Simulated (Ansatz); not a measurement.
The coordinates of a crystal:

```
CELL_PARAMETERS angstrom
5.14698 0.00000 0.00000
0.00000 5.14698 0.00000
0.00000 0.00000 2.81817
ATOMIC_POSITIONS crystal
Ge 0.00000 0.50000 0.25000
Ge 0.50000 0.50000 0.50000
Ge 0.50000 0.00000 0.75000
Ge 0.00000 0.00000 0.00000
```

### What would you see if this were drawn?

The element is germanium. Space group: I4_1/amd (No. 141). Lattice: body-centred tetragonal. The prototype is β-tin type. The cell holds four atoms. Each Ge has six Ge at 2.67 to 2.82 Å. The bonds build a three-dimensional framework.

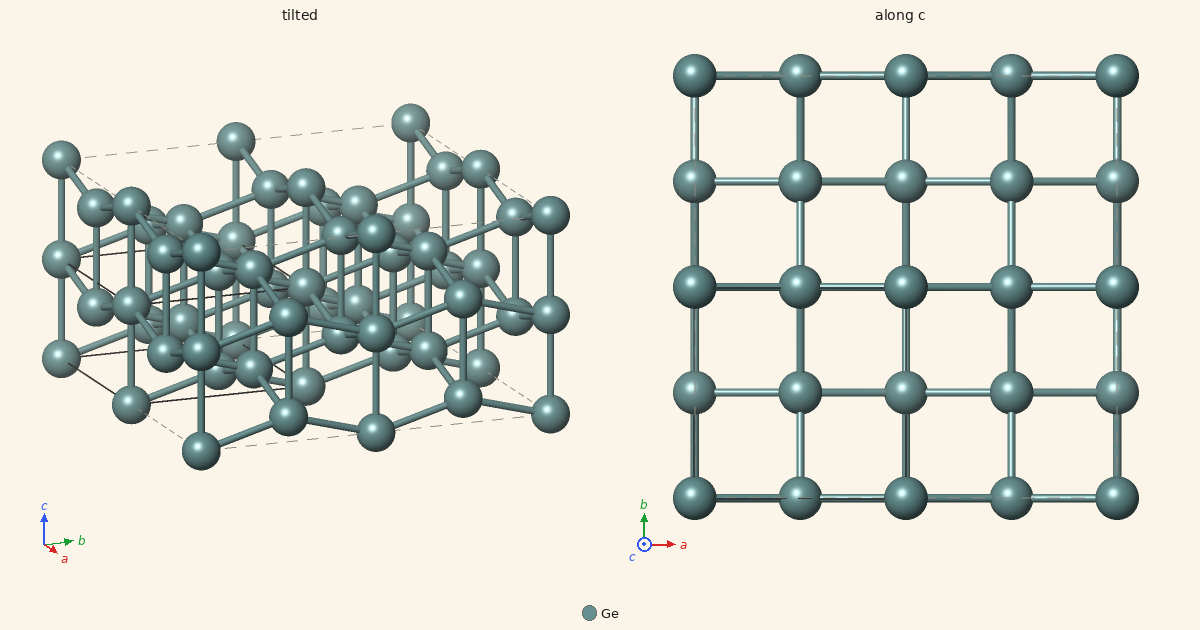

The image is a ball-and-stick drawing of a crystal, viewed slightly off an axis and along the c axis. The picture spans 2×2×2 cells, one conventional unit cell being drawn with solid lines. Colours: germanium teal.

The cell started as a structure listed in the Materials Project. Earlier steps of the study, as a rule a relaxation of our own, may have changed the cell and positions, so they can lie some per cent off the listed ones. It was set up as input for a calculation with Ansatz.
